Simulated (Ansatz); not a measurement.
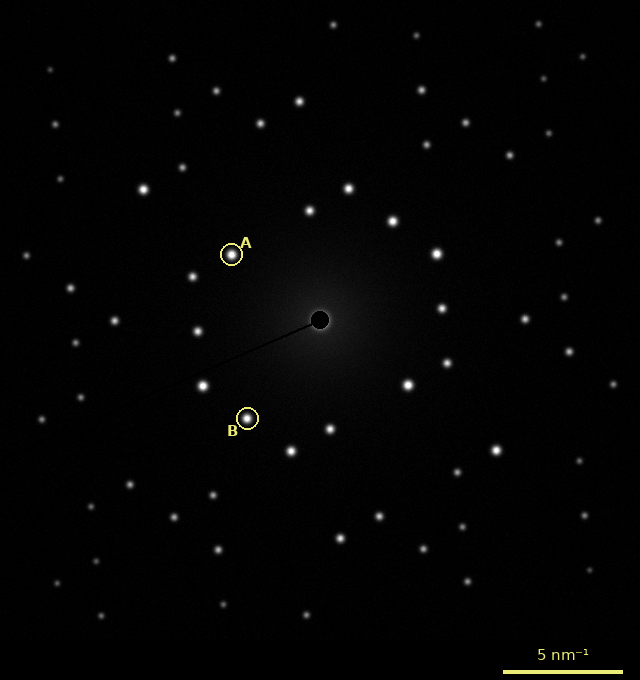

Computed electron diffraction pattern, 80 kV, single scattering only, B = 0.8 Å². Two individuals of a reflection twin are superposed (a geometric construction: whether this twin forms is not tested; the second individual is smaller and so fainter). Crystal: Fe, space group Pm-3n (No. 223), a = 4.32 Å, zone axis [210]. Structure: the input geometry of an electronic-structure calculation (not necessarily at equilibrium); the starting structure was generated, so it need not be a known form of this composition.

```
Fe
1.0
     4.32169    0.00000    0.00000
     0.00000    4.32169    0.00000
     0.00000    0.00000    4.32169
Fe
8
Direct
  0.00000 0.00000 0.00000
  0.50000 0.50000 0.50000
  0.25000 0.00000 0.50000
  0.75000 0.00000 0.50000
  0.50000 0.25000 0.00000
  0.50000 0.75000 0.00000
  0.00000 0.50000 0.25000
  0.00000 0.50000 0.75000
```

In the first individual spot A is 0 0 -2 and spot B is -1 2 0.

**On which plane is the crystal twinned?**

(1-21). The spot positions of the combined pattern are mirror-symmetric about the row through 1 -2 1 (d = 1.764 Å), which both individuals share, while a single individual has only symmetry 2mm without that mirror line. Friedel's law adds the mirror line at right angles, so a twin on (1-2-5) would give the same picture; the more widely spaced plane was used.

**Which other reflections coincide?**

Off the common row, 2 -4 -1, 1 -2 4, 1 -2 -5 and their kin fall on spots of the second individual; about 25 % of the first individual's visible spots are shared.
